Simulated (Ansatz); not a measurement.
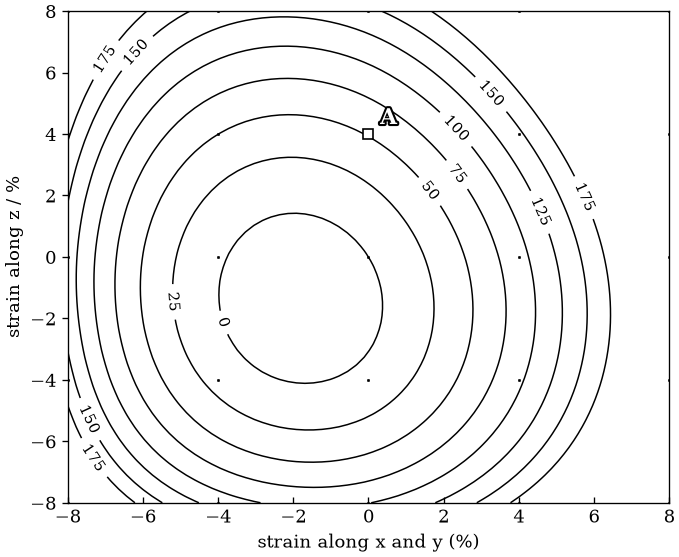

Al2O3 (P-3m1, No. 164; 5 atoms in the cell). The cell is strained homogeneously, by one strain along x and y and another along z, with fractional coordinates fixed (x along [1 0 0], z along [0 0 1] of the conventional cell). First axis: strain along x and y. Second axis: strain along z. Grid: 5 × 5 points. Points are written as (first, second). Energies: meV/atom, counted from the lowest grid point. The reference cell is the one listed in the database, not relaxed at this level. Computed with DFT LDA, scalar-relativistic, plane waves, PAW in Ansatz. Settings: cutoff 420 eV, k-mesh 12×12×4 in the order of the run's cell vectors, gaussian smearing 0.05 eV, no spin polarisation.

In the figure: contour lines labelled in meV/atom (none above 175), dots at the grid points, the point A. Between grid points the surface is interpolated.

Q: Which way does the force act at A, and how strong is it?

A: A, at (0 %, 4 %), is not a stationary point. The computed force is 13 meV/atom for each 1 % towards smaller values of strain along x and y and 19 meV/atom for each 1 % towards smaller values of strain along z.
